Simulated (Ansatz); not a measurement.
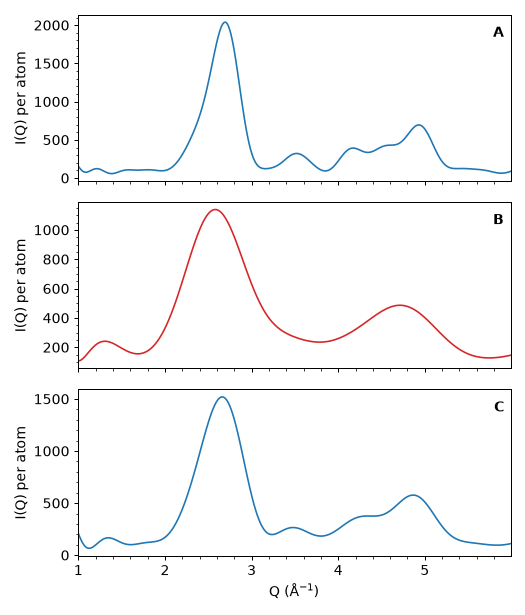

X-ray scattering of spheres cut from the crystal structure of Ga (P6_3/mmc, a = 3.006 Å, b = 3.006 Å, c = 4.868 Å, α = 90.00°, β = 90.00°, γ = 120.00°), calculated atom by atom with the Debye equation (B = 0.5 Å², no relaxation of the surface). It is based on the input geometry of an electronic-structure calculation (not necessarily at equilibrium); the starting structure was generated, so it need not be a known form of this composition.

Q: The spheres are 10, 14 and 20 Å across. Which curve is which?

A: curve A: 20 Å (221 atoms); curve B: 10 Å (21 atoms); curve C: 14 Å (69 atoms). Peak widths go roughly as 2π/D, so the largest sphere has the sharpest peaks.

Q: Index the main peaks of the largest sphere.

A: Q ≈ 2.69 Å⁻¹: 002 + 101; Q ≈ 3.52 Å⁻¹: 102; Q ≈ 4.93 Å⁻¹: 112 + 201.
